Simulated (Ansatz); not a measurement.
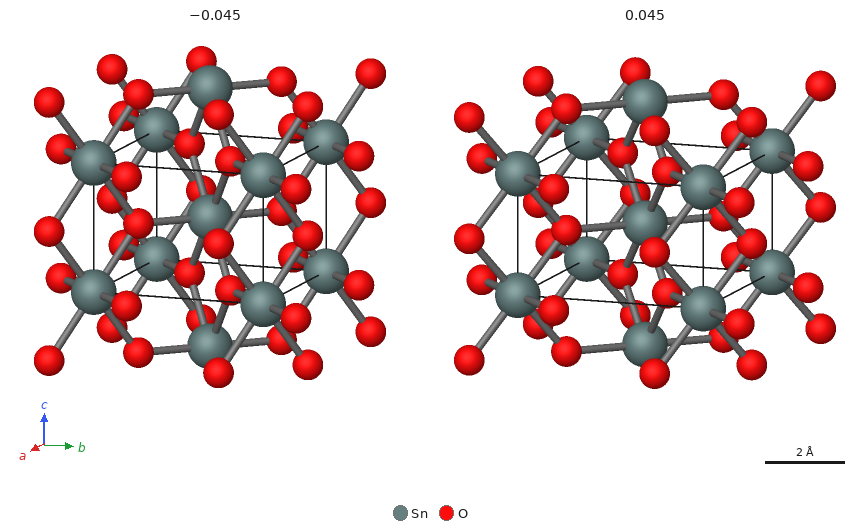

A crystal of SnO2 (set up in P4_2/mnm), under biaxial strain in the a–b plane (c and atoms relaxed), with energies (extrapolated to zero smearing) counted from the relaxed crystal, which is the row at zero. The picture shows the first and the last member. A ball-and-stick model of the cell of the calculation, seen slightly off an axis.

Computed with Ansatz 0.2.0: DFT PBE, scalar-relativistic, plane waves, PAW. (plane-wave cutoff 420 eV; k-point mesh 6 × 6 × 8; occupations gaussian; smearing width 0.02 eV; no spin polarisation; force threshold 0.008 eV/Å)

| strain | energy (meV/atom) | a (Å) | c (Å) | band gap (eV) |
| --- | --- | --- | --- | --- |
| −0.045 | 46.11 | 4.610 | 3.358 | 1.09 |
| −0.03 | ? | ? | ? | ? |
| −0.015 | 4.84 | 4.755 | 3.273 | 0.80 |
| 0.0 | 0.00 | 4.827 | 3.238 | 0.68 |
| 0.015 | 4.43 | 4.900 | 3.207 | 0.58 |
| 0.03 | 16.94 | 4.972 | 3.180 | 0.50 |
| 0.045 | 36.37 | 5.044 | 3.157 | 0.45 |

> Estimate the missing row from the others, and compare with the calculation.

A parabola through three neighbouring rows (−0.045, −0.015, 0.0) gives, with Lagrange weights, (0.3333)(46.11) + (1.0000)(4.84) + (−0.3333)(0.00) = 20.21 meV/atom. The calculation gives 19.98 meV/atom (a = 4.682 Å, c = 3.313 Å). The estimate is 0.23 meV/atom too high. For the gap a parabola through the rows −0.045, −0.015, 0.0 gives 0.94 eV, and the calculation 0.94 eV (semilocal gaps, lower than measured ones as a rule). From the first member to the last: O–Sn 2.006 → 2.204 Å, O–Sn 2.095 → 2.086 Å.

The whole series:

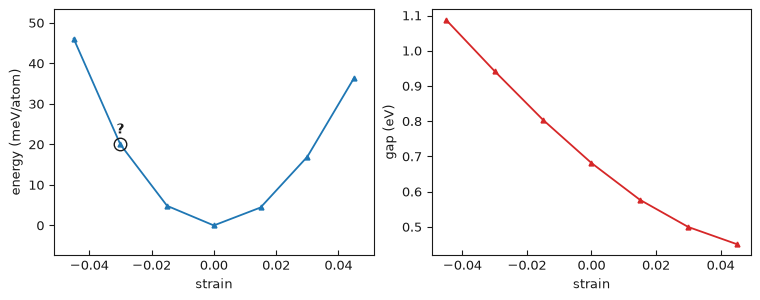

Each member starts from this one structure; whether another phase lies lower wasn't checked.
